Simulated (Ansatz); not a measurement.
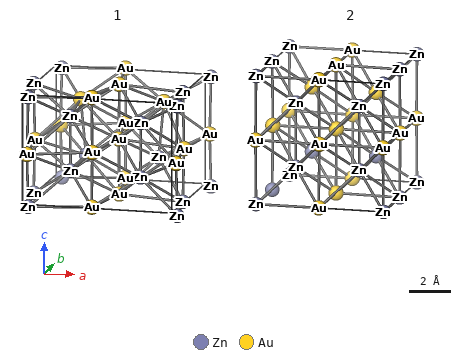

Two geometries of crystalline ZnAu (a generated structure, set up in P1) (coarse preliminary run), drawn at one scale. One is the start of a relaxation, the other its converged end. The picture is a ball-and-stick view of the cell of the calculation, reduced to other axes, seen slightly off an axis. Lengths and directions refer to the drawn axes.

Level of theory: Ansatz 0.2.0, DFT PBE, scalar-relativistic, plane waves, PAW. Set-up: plane-wave cutoff 420 eV; k-point mesh 2 × 2 × 2; occupations gaussian; smearing width 0.1 eV; mesh shifted by (0.5, 0.5, 0.5); no spin polarisation; cell and atoms relaxed; force threshold 0.04 eV/Å; at most 50 steps.

> Which geometry has the lower energy?

Structure 1 is the relaxed one. Case: elements placed on the bcc lattice with unlike neighbours. The energy falls by 1.579 eV per cell of the calculation in 14 accepted moves (19 points after the start). The largest force component goes from 1.1 to 0.04 eV/Å. Pressure: −0.06 GPa at the start and −0.04 GPa at the end. The line search rejected the trial steps at points 5, 11, 13 of the run. The SCF was repeated twice at an unchanged geometry on a basis and grid sized afresh for the cell, which shifted the energy by 52.9 meV per cell of the calculation at most. An Au atom moves most relative to the cell: 0.38 Å along [1 2 2]. Largest moves by element: Au 0.38 Å, Zn 0.31 Å. The volume changes by −0.4 %, with a 6.428 → 7.522 Å (+17.0 %), b 6.428 → 6.398 Å (−0.5 %), c 6.428 → 5.496 Å (−14.5 %), γ 90.0° → 89.8°. Among the contacts that change: Au–Au 3.203 → 4.247 Å, Au–Zn 3.219 → 2.648 Å, Au–Zn 3.252 → 2.719 Å, Au–Zn 3.220 → 2.702 Å. Among the angles between lasting bonds that change: Au–Zn–Au 70.4° → 98.5°, Au–Zn–Au 109.2° → 131.4°, Au–Zn–Au 108.2° → 129.1°. The space group (tolerance 0.01 Å) goes from P1 (No. 1) to P2 (No. 3). Cost: 3.9 min on 4 threads of Arm Neoverse V1, with other jobs on the host, peak memory 1 GiB.

Limits of the set-up: the k-point mesh is coarse for a cell with partly filled bands.
